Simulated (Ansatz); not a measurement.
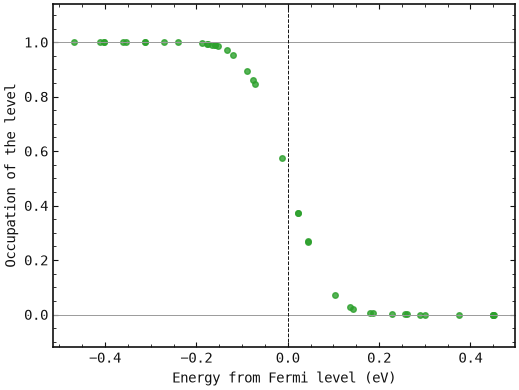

Occupations of the one-electron levels of the k mesh against their energy, from a run on Pt, space group Fm-3m (No. 225), 1 atom in the cell, with Ansatz.

Which smearing scheme was used (Fermi-Dirac, Gaussian, Methfessel-Paxton or cold), and about what width?

Gaussian smearing with a width of 0.1 eV. The occupations stay between 0 and 1 and die off fast, as an error function; the slope at the Fermi level is 1/(√π × width).
